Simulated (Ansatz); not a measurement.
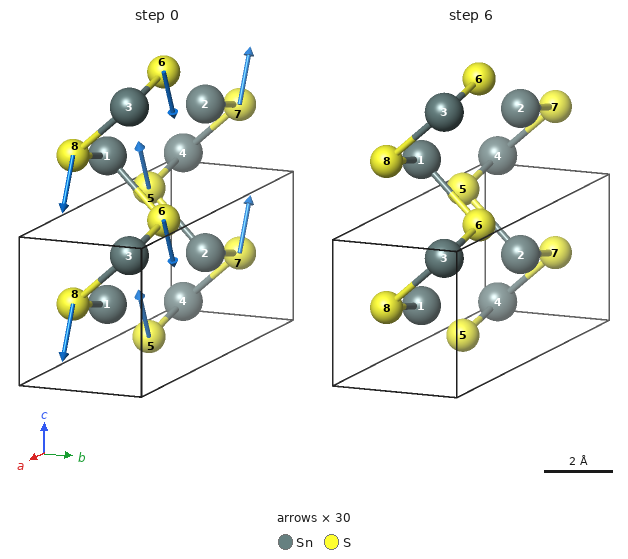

The structure of solid SnS (set up in Pnma) before (left) and after (right) a relaxation, at one scale. The blue arrows give the displacements (the part carried along by the change of the cell is left out), 30 times their true length.

Style: ball-and-stick. Shown: the cell of the calculation, repeated 1 × 1 × 2 with one cell outlined, slightly off an axis.

These are results of DFT PBE, scalar-relativistic, plane waves, PAW (Ansatz 0.2.0), not measurements.

Input file:
```yaml
crystal:
  lattice:
    - [11.39201851, 0.0, 0.0]
    - [0.0, 3.95685521, 0.0]
    - [0.0, 0.0, 4.53281069]
  atoms:
    - { symbol: Sn, position: [0.62163275, 0.25, 0.36953984] }
    - { symbol: Sn, position: [0.37836725, 0.75, 0.63046016] }
    - { symbol: Sn, position: [0.87836725, 0.75, 0.86953984] }
    - { symbol: Sn, position: [0.12163275, 0.25, 0.13046016] }
    - { symbol: S, position: [0.34749746, 0.25, 0.0105968] }
    - { symbol: S, position: [0.65250254, 0.75, 0.9894032] }
    - { symbol: S, position: [0.15250254, 0.75, 0.5105968] }
    - { symbol: S, position: [0.84749746, 0.25, 0.4894032] }
basis:
  ecutwfc: 420
kpoints:
  mp_grid: { grid: [4, 8, 6] }
hamiltonian:
  xc: pbe
scf:
  occupations: { method: gaussian, width: 0.02 }
output:
  forces: true
  stress: true
  eigenvalues: true
  write_density: true
  write_potential: true
  elf: true
  volumetric_format: npy
relax:
  adjacent_minimum: "off"
  f_tol: 0.005
  max_steps: 80
  cell: { stress_tol: 0.05 }
```

Run as
```bash
ansatz run input.yaml --threads 4 --pin off --max-ram 8192MiB --backend cpu --events-out ev --progress --plain --runs-dir out
```

Question: Summarise the run.

Answer: Over 5 accepted moves (6 points after the start) the energy falls by 3.9 meV per atom. Largest force component: 0.16 eV/Å at the start, 0.0019 eV/Å at the end. Pressure: 1.22 GPa at the start and 0.00 GPa at the end. The SCF was repeated once at an unchanged geometry on a basis and grid sized afresh for the cell, which shifted the energy by less than 0.05 meV per atom at most. The largest moves relative to the cell, 0.060 Å, are those of S5, S6, S7 and S8. S5 goes roughly along [1 0 3]. Largest moves by element: S 0.060 Å, Sn 0.001 Å. Cell: a 11.392 → 11.447 Å (+0.5 %), b 3.957 → 4.022 Å (+1.7 %), c 4.533 → 4.457 Å (−1.7 %). Volume +0.4 %. Some distances before and after: Sn1–S6 2.647 → 2.684 Å, Sn1–S8 2.630 → 2.658 Å. The space group stays Pnma (No. 62). The run took 67 s on 4 threads of Intel(R) Xeon(R) Platinum 8488C (Sapphire Rapids) (shared host), peak memory 0.93 GiB.

Limits of the set-up: layers or molecules are held without a dispersion correction, so their spacing is unreliable.
